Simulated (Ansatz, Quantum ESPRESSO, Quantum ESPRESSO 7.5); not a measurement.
## Evanescent states of NaF, rock salt type, lattice constant set to 4.746 Å

How good a tunnel barrier is NaF, rock salt type, lattice constant set to 4.746 Å?

Main program and level: Quantum ESPRESSO 7.5; plane-wave DFT, PBEsol, GBRV ultrasoft pseudopotentials (cross-check by Ansatz 0.2.0 with PAW datasets).

The structure was built from a prototype and need not be the compound's stable phase.

## (1) Set-up

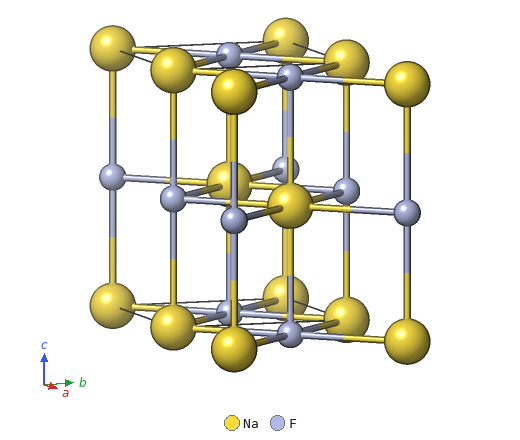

The starting structure, seen from the side, with the c axis up (sodium yellow, fluorine light blue). 2×1×1 cells are drawn. Some periodic images of atoms are drawn too.

## (2) SCF with pw.x

pwcond needs a cell whose third axis lies along the current and stands perpendicular to the other two.

scf.in

```
&control
  prefix = 'scf'
  outdir = './out'
  pseudo_dir = './pseudo'
  calculation = 'scf'
  tprnfor = .true.
/
&system
  ibrav = 0
  nat = 4
  ntyp = 2
  ecutwfc = 40
  ecutrho = 200
  occupations = 'fixed'
  nbnd = 20
/
&electrons
  conv_thr = 1e-09
  mixing_beta = 0.6
  electron_maxstep = 120
/
ATOMIC_SPECIES
  Na  22.9898  na_pbesol_v1.5.uspp.F.UPF
  F   18.9984  f_pbesol_v1.4.uspp.F.UPF
CELL_PARAMETERS angstrom
  3.35592878351135 0.00000000000000 0.00000000000000
  0.00000000000000 3.35592878351135 0.00000000000000
  0.00000000000000 0.00000000000000 4.74600000000000
ATOMIC_POSITIONS crystal
  Na  0.000000000000 0.000000000000 0.000000000000
  F   0.500000000000 0.500000000000 0.000000000000
  Na  0.500000000000 0.500000000000 0.500000000000
  F   0.000000000000 0.000000000000 0.500000000000
K_POINTS automatic
  8 8 6 0 0 0
```

Command:

```bash
OMP_NUM_THREADS=1 mpirun -n 2 pw.x -nk 2 -in scf.in > scf.out
```

The program printed:

```text
Program PWSCF v.7.5 starts
[citation notice left out]

     Parallel version (MPI & OpenMP), running on       2 processor cores
     Number of MPI processes:                 2
     Threads/MPI process:                     1

     MPI processes distributed on     1 nodes
[...]
Current dimensions of program PWSCF are:
     Max number of different atomic species (ntypx) = 10
     Max number of k-points (npk) =  40000
     Max angular momentum in pseudopotentials (lmaxx) =  4
     Found identity + ( -0.5000 -0.5000 -0.5000) symmetry
     This is a supercell, fractional translations are disabled
     Message from routine setup:
     using ibrav=0 with symmetry is DISCOURAGED, use correct ibrav instead

     K-points division:     npool     =       2
     Subspace diagonalization in iterative solution of the eigenvalue problem:
     a serial algorithm will be used

     G-vector sticks info
     --------------------
     sticks:   dense  smooth     PW     G-vecs:    dense   smooth      PW
     Sum         641     509    161                17225    12313    2173

     Using Slab Decomposition

     bravais-lattice index     =            0
     lattice parameter (alat)  =       6.3418  a.u.
     unit-cell volume          =     360.7030 (a.u.)^3
     number of atoms/cell      =            4
     number of atomic types    =            2
     number of electrons       =        32.00
     number of Kohn-Sham states=           20
     kinetic-energy cutoff     =      40.0000  Ry
     charge density cutoff     =     200.0000  Ry
     scf convergence threshold =      1.0E-09
     mixing beta               =       0.6000
     number of iterations used =            8  plain     mixing
     Exchange-correlation= SLA  PW   PSX  PSC
                           (   1   4  10   8   0   0   0)

     celldm(1)=   6.341786  celldm(2)=   0.000000  celldm(3)=   0.000000
     celldm(4)=   0.000000  celldm(5)=   0.000000  celldm(6)=   0.000000

     crystal axes: (cart. coord. in units of alat)
               a(1) = (   1.000000   0.000000   0.000000 )
               a(2) = (   0.000000   1.000000   0.000000 )
               a(3) = (   0.000000   0.000000   1.414214 )

     reciprocal axes: (cart. coord. in units 2 pi/alat)
               b(1) = (  1.000000  0.000000  0.000000 )
               b(2) = (  0.000000  1.000000  0.000000 )
               b(3) = (  0.000000  0.000000  0.707107 )

     PseudoPot. # 1 for Na read from file:
     ./pseudo/na_pbesol_v1.5.uspp.F.UPF
     Pseudo is Ultrasoft, Zval =  9.0
     Generated by new atomic code, or converted to UPF format
     Using radial grid of  819 points,  5 beta functions with:
                l(1) =   0
                l(2) =   0
                l(3) =   1
                l(4) =   1
                l(5) =   2
     Q(r) pseudized with  8 coefficients,  rinner =    1.250   1.250   1.250
                                                       1.250   1.250

     PseudoPot. # 2 for F  read from file:
     ./pseudo/f_pbesol_v1.4.uspp.F.UPF
     Pseudo is Ultrasoft, Zval =  7.0
     Generated by new atomic code, or converted to UPF format
     Using radial grid of  799 points,  4 beta functions with:
                l(1) =   0
                l(2) =   0
                l(3) =   1
                l(4) =   1
     Q(r) pseudized with  8 coefficients,  rinner =    0.950   0.950   0.950

     atomic species   valence    mass     pseudopotential
     Na                9.00    22.98980     Na( 1.00)
     F                 7.00    18.99840     F ( 1.00)

     16 Sym. Ops., with inversion, found

   Cartesian axes

     site n.     atom                  positions (alat units)
         1        Na     tau(   1) = (   0.0000000   0.0000000   0.0000000  )
         2        F      tau(   2) = (   0.5000000   0.5000000   0.0000000  )
         3        Na     tau(   3) = (   0.5000000   0.5000000   0.7071068  )
         4        F      tau(   4) = (   0.0000000   0.0000000   0.7071068  )

     number of k points=    60
                       cart. coord. in units 2pi/alat
        k(    1) = (   0.0000000   0.0000000   0.0000000), wk =   0.0052083
        k(    2) = (   0.0000000   0.0000000   0.1178511), wk =   0.0104167
        k(    3) = (   0.0000000   0.0000000   0.2357023), wk =   0.0104167
        k(    4) = (   0.0000000   0.0000000  -0.3535534), wk =   0.0052083
        k(    5) = (   0.0000000   0.1250000   0.0000000), wk =   0.0208333
        k(    6) = (   0.0000000   0.1250000   0.1178511), wk =   0.0416667
        k(    7) = (   0.0000000   0.1250000   0.2357023), wk =   0.0416667
        k(    8) = (   0.0000000   0.1250000  -0.3535534), wk =   0.0208333
        k(    9) = (   0.0000000   0.2500000   0.0000000), wk =   0.0208333
        k(   10) = (   0.0000000   0.2500000   0.1178511), wk =   0.0416667
[...]
k(   60) = (  -0.5000000  -0.5000000  -0.3535534), wk =   0.0052083

     Dense  grid:    17225 G-vectors     FFT dimensions: (  30,  30,  45)

     Smooth grid:    12313 G-vectors     FFT dimensions: (  25,  25,  40)

     Estimated max dynamical RAM per process >      42.21 MB

     Estimated total dynamical RAM >      80.22 MB

     Initial potential from superposition of free atoms

     starting charge      31.9871, renormalised to      32.0000
     Starting wfcs are   18 randomized atomic wfcs +    2 random wfcs

     total cpu time spent up to now is        1.1 secs

     per-process dynamical memory:    30.4 Mb

     Self-consistent Calculation

     iteration #  1     ecut=    40.00 Ry     beta= 0.60
     Davidson diagonalization with overlap
     ethr =  1.00E-02,  avg # of iterations =  4.2

     total cpu time spent up to now is        3.0 secs

     total energy              =    -287.67118210 Ry
     estimated scf accuracy    <       0.40681182 Ry

     iteration #  2     ecut=    40.00 Ry     beta= 0.60
[...]
total energy              =    -287.77946106 Ry
     estimated scf accuracy    <       0.24816176 Ry

     iteration #  3     ecut=    40.00 Ry     beta= 0.60
[...]
total energy              =    -287.82795911 Ry
     estimated scf accuracy    <       0.00386556 Ry

     iteration #  4     ecut=    40.00 Ry     beta= 0.60
[...]
total energy              =    -287.82834592 Ry
     estimated scf accuracy    <       0.00004466 Ry

     iteration #  5     ecut=    40.00 Ry     beta= 0.60
[...]
total energy              =    -287.82835471 Ry
     estimated scf accuracy    <       0.00000369 Ry

     iteration #  6     ecut=    40.00 Ry     beta= 0.60
[...]
total energy              =    -287.82835534 Ry
     estimated scf accuracy    <       0.00000104 Ry

     iteration #  7     ecut=    40.00 Ry     beta= 0.60
[...]
total energy              =    -287.82835538 Ry
     estimated scf accuracy    <       0.00000005 Ry

     iteration #  8     ecut=    40.00 Ry     beta= 0.60
[...]
total energy              =    -287.82835538 Ry
     estimated scf accuracy    <          3.5E-09 Ry

     iteration #  9     ecut=    40.00 Ry     beta= 0.60
[...]
End of self-consistent calculation

          k = 0.0000 0.0000 0.0000 (  1523 PWs)   bands (ev):

   -46.7767 -46.7640 -18.9350 -18.8662 -18.8662 -18.8238 -18.8238 -18.8238
   -18.7273 -18.5202  -0.9801  -0.1635  -0.1635   0.2161   0.2161   0.2161
     6.0202  12.6325  13.0690  13.0718

          k = 0.0000 0.0000 0.1179 (  1542 PWs)   bands (ev):

   -46.7759 -46.7649 -19.0122 -18.9811 -18.8633 -18.8633 -18.8266 -18.8266
   -18.5570 -18.4425  -0.9524  -0.1403  -0.1403   0.0603   0.1881   0.1881
     6.3388  11.2242  13.2518  14.5901

          k = 0.0000 0.0000 0.2357 (  1554 PWs)   bands (ev):

   -46.7735 -46.7672 -19.1230 -19.1182 -18.8554 -18.8554 -18.8343 -18.8343
   -18.3887 -18.3356  -0.8465  -0.2851  -0.0755  -0.0755   0.1137   0.1137
     7.1800   9.7227  13.7991  15.9514

          k = 0.0000 0.0000-0.3536 (  1538 PWs)   bands (ev):

   -46.7704 -46.7703 -19.1677 -19.1677 -18.8448 -18.8448 -18.8448 -18.8448
   -18.3083 -18.3083  -0.6222  -0.6221   0.0167   0.0167   0.0168   0.0168
     8.3509   8.3510  14.7049  14.7049

          k = 0.0000 0.1250 0.0000 (  1535 PWs)   bands (ev):

   -46.7758 -46.7640 -18.9981 -18.9716 -18.9297 -18.8630 -18.8270 -18.8238
   -18.5410 -18.4153  -0.9260  -0.2822  -0.1540   0.0312   0.1834   0.1966
     6.3764  12.6551  12.9773  13.3587

          k = 0.0000 0.1250 0.1179 (  1543 PWs)   bands (ev):

   -46.7750 -46.7648 -19.0735 -19.0663 -18.8855 -18.8603 -18.8264 -18.8253
   -18.4573 -18.3613  -0.9200  -0.2415  -0.1326  -0.1199   0.1707   0.1748
     6.6680  11.3705  13.1429  14.7424

[...]
highest occupied, lowest unoccupied level (ev):     0.2161    6.0202

!    total energy              =    -287.82835538 Ry
     estimated scf accuracy    <          6.7E-10 Ry

     The total energy is the sum of the following terms:
     one-electron contribution =    -179.96876877 Ry
     hartree contribution      =     102.53105636 Ry
     xc contribution           =     -46.85672972 Ry
     ewald contribution        =    -163.53391325 Ry

     convergence has been achieved in   9 iterations

     Forces acting on atoms (cartesian axes, Ry/au):

     atom    1 type  1   force =     0.00000000    0.00000000    0.00000000
     atom    2 type  2   force =     0.00000000    0.00000000    0.00000000
     atom    3 type  1   force =     0.00000000    0.00000000    0.00000000
     atom    4 type  2   force =     0.00000000    0.00000000    0.00000000

     Total force =     0.000000     Total SCF correction =     0.000000

[...]
=------------------------------------------------------------------------------=
   JOB DONE.
=------------------------------------------------------------------------------=
```

Run time: 18 s. Hardware: 2 MPI ranks of Arm Neoverse N1, shared host; peak memory 0.16 GiB; 36 s of CPU time.

Read from the output:

- free energy: -3916.1043 eV
- valence top, on the run's zero: 0.2161 eV
- conduction bottom, on the run's zero: 6.020 eV
- gap by band count: 5.804 eV

The run needed 9 iterations to bring the estimated error under 1e-09 Ry.

(Part 1 of 3 ends here.)

[Logs are printed without paths, hosts, clocks, repeated set-up lines and the standing remarks that a program may print on its own settings, such as how far it seeks lower states.]

[Hosts, paths, dates, database ids (printed as entryN), source tags and the programs' standing remarks are cut or masked in the printed files.]

[Maps of the electrostatic potential energy from Ansatz leave out the sawtooth potential of an applied field or a dipole correction, so their vacuum need not be flat; planar profiles and work functions include it.]
